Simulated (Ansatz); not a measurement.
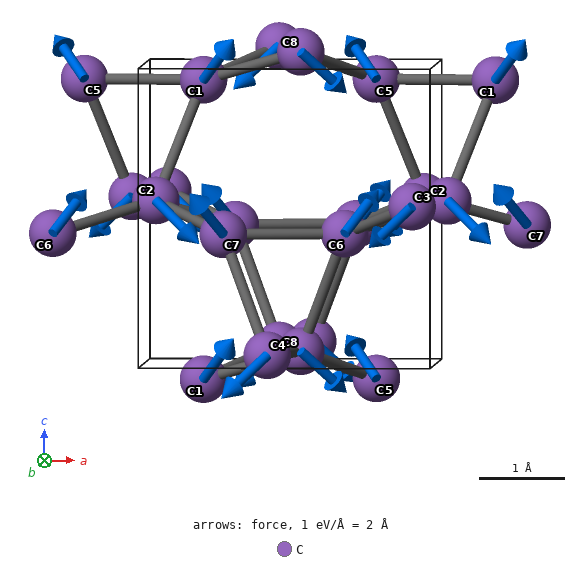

Starting geometry of a crystal of C (a generated structure, set up in P-4n2) (coarse preliminary run) with the computed forces as blue arrows. The picture is a ball-and-stick view of the cell of the calculation, seen from a free direction.

These are results of DFT PBE, scalar-relativistic, plane waves, PAW (Ansatz 0.2.0), not measurements.

Input file:
```yaml
crystal:
  lattice:
    - [3.46059919, 0.0, 0.0]
    - [0.0, 3.46059919, 0.0]
    - [0.0, 0.0, 3.54915839]
  atoms:
    - { symbol: C, position: [0.2058192, 0.45100694, 0.94917857] }
    - { symbol: C, position: [0.04899306, 0.2941808, 0.55082143] }
    - { symbol: C, position: [0.95100694, 0.7058192, 0.55082143] }
    - { symbol: C, position: [0.45100694, 0.7941808, 0.05082143] }
    - { symbol: C, position: [0.7941808, 0.54899306, 0.94917857] }
    - { symbol: C, position: [0.7058192, 0.04899306, 0.44917857] }
    - { symbol: C, position: [0.2941808, 0.95100694, 0.44917857] }
    - { symbol: C, position: [0.54899306, 0.2058192, 0.05082143] }
basis:
  ecutwfc: 420
kpoints:
  mp_grid: { grid: [6, 6, 6] }
hamiltonian:
  xc: pbe
scf:
  occupations: { method: gaussian, width: 0.1 }
  lower_state_search: "off"
output:
  forces: true
  stress: true
  eigenvalues: true
relax:
  adjacent_minimum: "off"
  f_tol: 0.04
  max_steps: 70
  cell: { stress_tol: 0.4 }
```

Run as
```bash
ansatz run input.yaml --threads 1 --pin off --max-ram 2560MiB --backend cpu --events-out ev --progress --plain --runs-dir out
```

**What follows when this structure is relaxed?**

It isn't relaxed: the largest force vector, on C atoms, is 0.41 eV/Å. The final displacements have little in common with the starting forces (cosine between the two patterns 0.28). After 28 accepted moves (33 points after the start) the energy has fallen by 1713 meV per atom. Largest force component: 0.27 eV/Å at the start, 0.025 eV/Å at the end. The pressure goes from 88.41 to 0.08 GPa. At 5 points the geometry stayed and the basis and grid were re-selected for the new cell (energy shift of 186 meV per atom at most each time). The largest moves relative to the cell, 0.42 Å, are those of 8 atoms (C1, C2, C3, C4 and others). C3 goes along [1 0 −1]. The volume changes by +113.8 %, with a = b 3.461 → 3.446 Å (−0.4 %), c 3.549 → 7.653 Å (+115.6 %). Near-neighbour distances that change, for instance: C1–C2 1.609 → 3.948 Å, C1–C3 1.885 → 3.948 Å, C1–C5 1.464 → 1.377 Å, C1–C4 1.503 → 1.462 Å. Bonds break: C1–C2 (1.61 → 3.95 Å), C3–C5 (1.61 → 3.95 Å), C4–C7 (1.61 → 3.95 Å), C6–C8 (1.61 → 3.95 Å). Bond angles that change, for instance: C2–C3–C7 111.5° → 135.0°, C2–C3–C6 154.0° → 135.0°, C6–C3–C7 86.7° → 90.0°. The space group (tolerance 0.01 Å) goes from P-4n2 (No. 118) to I4/mmm (No. 139).
